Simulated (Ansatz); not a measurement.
```yaml
crystal:
  lattice:
    - [5.00470, 0.00000, 0.00000]
    - [-2.50235, 6.03624, 0.00000]
    - [0.00000, 0.00000, 26.22193]
  atoms:
    - { symbol: N, position: [0.80136, 0.24372, 0.29166] }
    - { symbol: Ta, position: [0.20716, 0.44740, 0.30667] }
    - { symbol: N, position: [0.65502, 0.69914, 0.31688] }
    - { symbol: Ta, position: [0.52169, 0.96238, 0.32485] }
    - { symbol: N, position: [0.26862, 0.18297, 0.34094] }
    - { symbol: Ta, position: [0.70013, 0.42258, 0.35194] }
    - { symbol: N, position: [0.15916, 0.65308, 0.36321] }
    - { symbol: Ta, position: [0.95218, 0.88833, 0.37637] }
    - { symbol: N, position: [0.72601, 0.11681, 0.39302] }
    - { symbol: Ta, position: [0.17989, 0.35701, 0.40718] }
    - { symbol: N, position: [0.62935, 0.59651, 0.42073] }
    - { symbol: Ta, position: [0.40977, 0.83011, 0.43192] }
    - { symbol: N, position: [0.19522, 0.06247, 0.44644] }
    - { symbol: Ta, position: [0.64946, 0.30045, 0.46033] }
    - { symbol: N, position: [0.09722, 0.53629, 0.47357] }
    - { symbol: Ta, position: [0.88400, 0.77142, 0.48668] }
    - { symbol: N, position: [0.66754, 0.00651, 0.49999] }
    - { symbol: Ta, position: [0.11907, 0.24164, 0.51333] }
    - { symbol: N, position: [0.56752, 0.47680, 0.52643] }
    - { symbol: Ta, position: [0.35558, 0.71262, 0.53969] }
    - { symbol: N, position: [0.13932, 0.95061, 0.55355] }
    - { symbol: Ta, position: [0.58626, 0.18296, 0.56808] }
    - { symbol: N, position: [0.03940, 0.41663, 0.57928] }
    - { symbol: Ta, position: [0.82946, 0.65610, 0.59282] }
    - { symbol: N, position: [0.61585, 0.89630, 0.60697] }
    - { symbol: Ta, position: [0.07038, 0.12478, 0.62363] }
    - { symbol: N, position: [0.51269, 0.35998, 0.63683] }
    - { symbol: Ta, position: [0.28412, 0.59051, 0.64806] }
    - { symbol: N, position: [0.09236, 0.83016, 0.65904] }
    - { symbol: Ta, position: [0.56581, 0.05062, 0.67513] }
    - { symbol: N, position: [0.96242, 0.31388, 0.68312] }
    - { symbol: Ta, position: [0.76644, 0.56575, 0.69331] }
    - { symbol: N, position: [0.56409, 0.76925, 0.70835] }
```

Computed without spin polarisation.

Level of theory: DFT PBEsol, scalar-relativistic, plane waves, PAW (Ansatz 0.2.0).

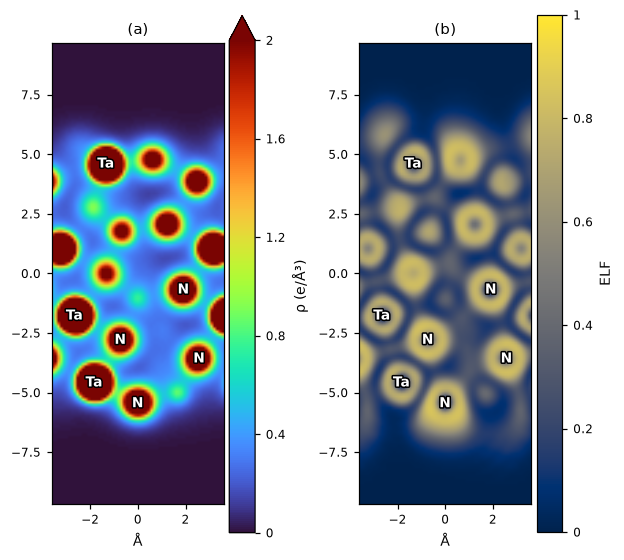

Ta₁₆N₁₇ (slab). (a) valence charge density (pseudo); (b) ELF on the (11̄0) plane of the calculation cell, a cut from vacuum to vacuum.

Core electrons are frozen (PAW), and the valence fields are smoothed inside the atomic spheres.

### What do the fields say about this system?

Atoms in the plane: N and Ta.
Atoms just off the plane (Ta, 0.4 Å away and N, 0.3 Å away) can leave unmarked features too.
Ta–N (2.11 Å): ρ at the midpoint is about 0.72 e/Å³; the ELF peaks at about 0.80 in the valence shell of N, 0.6 Å from its nucleus, and is about 0.25 at the midpoint (no localised pair shows between them).
Ta–N (2.19 Å): ρ is about 0.58 e/Å³ halfway; the ELF peaks at about 0.80 in the valence shell of N, 0.6 Å from its nucleus, and is about 0.20 at the midpoint; no localised pair shows between them.
The density dies away to nearly zero in the vacuum.
The features right at Ta lie inside the PAW spheres, where the map follows smoothed inner orbitals and isn't to be read closely.

### Metal or insulator at this level of theory?

It is gapless in this calculation (a metal or semimetal).
